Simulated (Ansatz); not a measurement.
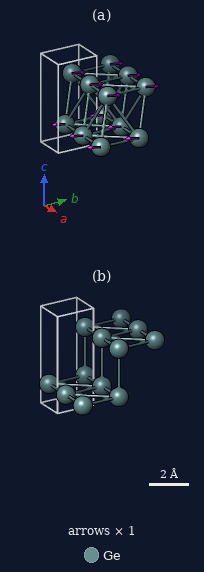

The structure of solid Ge (set up in Cmcm) before (top) and after (bottom) a relaxation, at one scale. The purple arrows give the displacements (the part carried along by the change of the cell is left out), at their true length.

A ball-and-stick model of the cell of the calculation, reduced to other axes, repeated 3 × 2 × 1 with one cell outlined, seen slightly off an axis. Lengths and directions refer to the drawn axes.

The run lets cell and atoms move.

Computed with Kohn-Sham DFT of a periodic cell, LDA, Ansatz PAW (Ansatz).

Input file:
```yaml
crystal:
  lattice:
    - [1.488052925, -2.59468961, 0.0]
    - [1.488052925, 2.59468961, 0.0]
    - [0.0, 0.0, 4.72759579]
  atoms:
    - { symbol: Ge, position: [0.33344663, 0.66655337, 0.25] }
    - { symbol: Ge, position: [0.66655337, 0.33344663, 0.75] }
hamiltonian:
  xc: lda
  pseudopotentials: { kind: paw }
kpoints:
  mp_grid: { grid: [10, 10, 6] }
scf:
  occupations: { method: fermi_dirac, width: 0.05 }
output:
  forces: true
  stress: true
  eigenvalues: true
  write_density: true
  write_potential: true
  elf: true
  volumetric_format: npy
relax:
  f_tol: 0.01
  max_steps: 40
  cell: { stress_tol: 0.05 }
```

Run as
```bash
ansatz run input.yaml --threads 2 --pin off --max-ram 5632MiB --backend cpu --events-out ev --progress --plain --runs-dir out
```

**Describe what moved and what it gained.**

After 15 accepted moves (19 points after the start) the energy has fallen by 93.8 meV per atom. Largest force component: 0.00038 eV/Å at the start, 0.00011 eV/Å at the end. The pressure goes from −1.22 to 0.03 GPa. The line search rejected the trial steps at points 11, 14 of the run. The SCF was repeated twice at an unchanged geometry on a basis and grid sized afresh for the cell, which shifted the energy by 0.2 meV per atom at most. The largest moves relative to the cell, 0.82 Å, are those of Ge atoms. The volume changes by −1.8 %, with a 2.976 → 2.828 Å (−5.0 %), b 2.991 → 2.828 Å (−5.5 %), c 4.728 → 5.175 Å (+9.5 %), γ 119.8° → 120.0°. Near-neighbour distances that change, for instance: Ge–Ge 2.924 → 3.833 Å, Ge–Ge 2.928 → 2.587 Å, Ge–Ge 2.991 → 2.828 Å. Within 0.06 Å the space group is P6_3/mmc at the start and P6/mmm at the end; at a tighter tolerance small leftover displacements or strains of the cell lower it. The run took 36 s on 2 threads of Intel(R) Xeon(R) 6975P-C (Granite Rapids) (shared host), peak memory 0.39 GiB.
